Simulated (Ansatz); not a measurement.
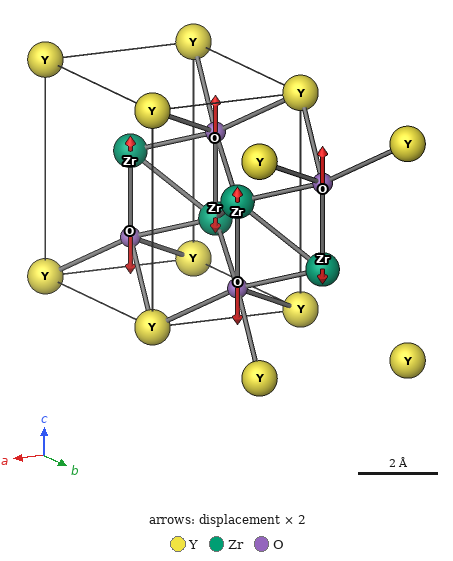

A relaxation of solid YZr$_{2}$O$_{2}$ (a generated structure, set up in P-3m1) (coarse preliminary run). The starting structure is drawn; red arrows show the displacements (the part carried along by the change of the cell is left out), magnified 2 times.

A ball-and-stick model of the cell of the calculation, repeated 1 × 2 × 1 with one cell outlined, seen from a free direction.

All numbers below come from Ansatz 0.2.0, DFT PBE, scalar-relativistic, plane waves, PAW.

Input file:
```yaml
crystal:
  lattice:
    - [3.89509605, 0.0, 0.0]
    - [-1.94754802, 3.37325213, 0.0]
    - [0.0, 0.0, 6.24507724]
  atoms:
    - { symbol: "Y", position: [0.0, 0.0, 0.0] }
    - { symbol: Zr, position: [0.33333333, 0.66666667, 0.36943999] }
    - { symbol: Zr, position: [0.66666667, 0.33333333, 0.63056001] }
    - { symbol: O, position: [0.33333333, 0.66666667, 0.76792997] }
    - { symbol: O, position: [0.66666667, 0.33333333, 0.23207003] }
basis:
  ecutwfc: 420
kpoints:
  mp_grid: { grid: [6, 6, 4] }
hamiltonian:
  xc: pbe
scf:
  occupations: { method: gaussian, width: 0.1 }
  lower_state_search: "off"
output:
  forces: true
  stress: true
  eigenvalues: true
relax:
  adjacent_minimum: "off"
  f_tol: 0.04
  max_steps: 70
  cell: { stress_tol: 0.4 }
```

Launched with:
```bash
ansatz run input.yaml --threads 1 --pin off --max-ram 2560MiB --backend cpu --events-out ev --progress --plain --runs-dir out
```

Atoms of which element are displaced furthest, and by how much?

Oxygen: up to 0.54 Å, against 0.22 Å for zirconium.

Describe the change and its energy.

The energy falls by 732 meV per atom in 12 accepted moves (15 points after the start). Largest force component: 1.9 eV/Å at the start, 0.012 eV/Å at the end. Pressure: −6.72 GPa at the start and −0.05 GPa at the end. The line search rejected the trial step at point 8 of the run. At 2 points the geometry stayed and the basis and grid were re-selected for the new cell (energy shift of 48.4 meV per atom at most each time). The largest moves relative to the cell, 0.54 Å, are those of O4 and O5. O5 goes along −c. Largest moves by element: O 0.54 Å, Zr 0.22 Å. Y stays in place. Cell: a = b 3.895 → 3.297 Å (−15.4 %), c 6.245 → 8.149 Å (+30.5 %). Volume −6.5 %. Among the contacts that change: Zr2–O4 2.489 → 4.009 Å, Zr2–Zr2 3.895 → 3.297 Å, Y1–Y1 3.895 → 3.297 Å, Zr2–Zr3 2.778 → 3.201 Å. Among the angles between lasting bonds that change: Zr2–Zr3–O4 56.8° → 90.5°, Zr2–Zr3–Zr2 89.0° → 62.0°, O4–Zr3–O4 108.0° → 87.5°. The space group stays P-3m1 (No. 164). Cost: 81 s on 1 thread of Intel(R) Xeon(R) Processor @ 2.70GHz, on a shared host, peak memory 0.43 GiB.
